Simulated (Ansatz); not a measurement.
System: NbH₂, space group Fm-3m (No. 225).

Structure:
```
CELL_PARAMETERS angstrom
0.00000 2.22469 2.22469
2.22469 0.00000 2.22469
2.22469 2.22469 0.00000
ATOMIC_POSITIONS crystal
Nb 0.00000 0.00000 0.00000
H 0.25000 0.25000 0.25000
H 0.75000 0.75000 0.75000
```

Calculation (Ansatz 0.2.0): harmonic phonon frequencies at the zone centre with atoms at rest in the given cell, without the long-range term of polar modes, the three translations left out, imaginary frequencies are negative; plane waves with PAW datasets, Γ-centred k mesh. Level: PBEsol, no spin polarisation.

wave cutoff 420 eV; k mesh 16×16×16; occupations Fermi–Dirac; smearing width 0.15 eV; pressure 10 GPa; phonon method linear response.

Describe the result: the zone-centre optical phonon frequencies (the three acoustic modes are left out).

No frequency is imaginary, so the structure is stable to these displacements (zone-boundary modes weren't tested here). The highest mode lies at 1366.8 cm⁻¹. The optical modes lie at 1193.5 (×3), 1366.8 (×3) cm⁻¹.

| frequency (cm⁻¹) |
| --- |
| 1193.5 |
| 1193.5 |
| 1193.5 |
| 1366.8 |
| 1366.8 |
| 1366.8 |

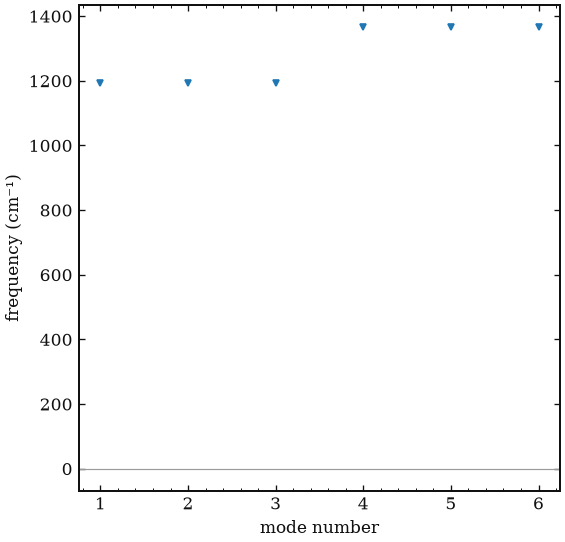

Limits of the calculation: metal sensitive to the k mesh.
